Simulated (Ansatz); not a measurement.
Structure data:

```yaml
crystal:
  lattice:
    - [3.96567, 0.00000, 0.00000]
    - [-1.98284, 3.43437, 0.00000]
    - [0.00000, 0.00000, 10.43358]
  atoms:
    - { symbol: Ge, position: [0.00000, 0.00000, 0.97199] }
    - { symbol: Ge, position: [0.00000, 0.00000, 0.47199] }
    - { symbol: Ge, position: [0.33333, 0.66667, 0.92031] }
    - { symbol: Ge, position: [0.66667, 0.33333, 0.42031] }
```

Question: What does this file describe?

Answer: The element is germanium. It belongs to space group P6_3mc (No. 186) and has a primitive hexagonal lattice. The cell holds four atoms. Around each Ge lie three Ge at 2.35 Å. The bonds build Ge layers parallel to (001).

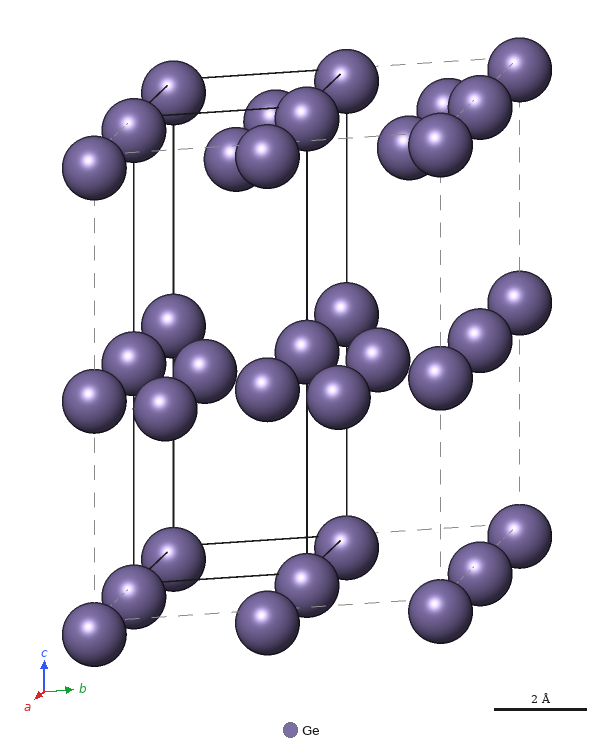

View slightly off an axis, drawn as a spheres-only model. One conventional unit cell is drawn solid; the view covers 2×2×1 cells.

The structure comes from a structure listed in the Materials Project. The cell was then strained or its atoms displaced on purpose. Ansatz was used for an electronic-structure calculation on it.
